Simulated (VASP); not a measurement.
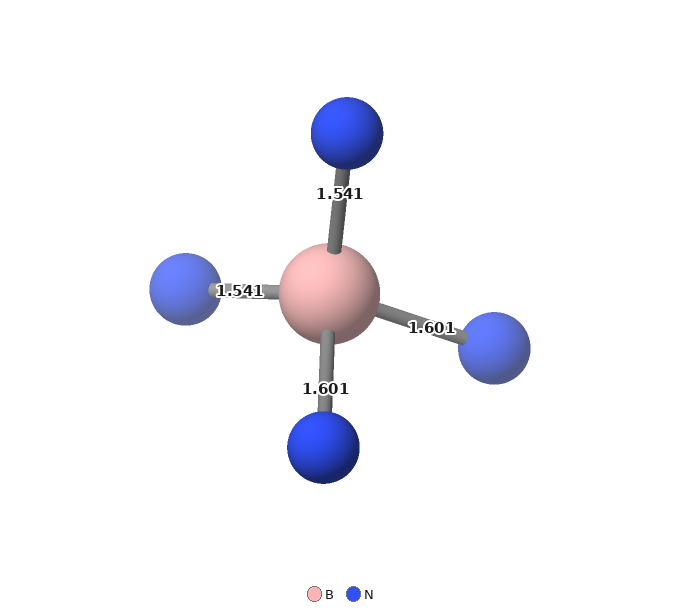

The surroundings of site B1 (at 0.826, 0.174, 0.500) in BN (P4_2/mnm, No. 136), with bond lengths in Å.

Origin of the cell: a cell listed in the Materials Project, as set up for an electronic-structure calculation.

```xyz
8
Lattice="4.4242 0.0000 0.0000 0.0000 4.4242 0.0000 0.0000 0.0000 2.5504" Properties=species:S:1:pos:R:3 pbc="T T T"
N     0.8291    0.8291    1.2752
N     3.0412    1.3830    0.0000
N     1.3830    3.0412    0.0000
N     3.5951    3.5951    1.2752
B     3.6532    0.7711    1.2752
B     2.9832    2.9832    0.0000
B     1.4410    1.4410    0.0000
B     0.7711    3.6532    1.2752
```

Bond valence s = exp((R0 − d)/b), R0 fitted to published crystal structures with b = 0.37 Å; R0 in Å: B3+–N 1.483.

Calculate the bond-valence sum of B1 from the bonds drawn.

Answer. 2 × 0.855 + 2 × 0.727 = 3.16 v.u., against a formal valence of 3: overbonded (bonds short for this ion) by 0.16.

And over the whole structure?

Answer.
```csv
site,"x, y, z",formal valence,bond-valence sum,difference
N1,"0.187, 0.187, 0.500",−3,3.34,0.34
B1,"0.826, 0.174, 0.500",+3,3.34,0.34
```

These sums include all anions within 5 Å. The global instability index (root mean square of the differences over all atoms) is 0.34 v.u.: above 0.2, which by the usual rule of thumb marks a strained structure. The cell was not relaxed for this table, and a volume that is off by a few per cent shifts all sums together.
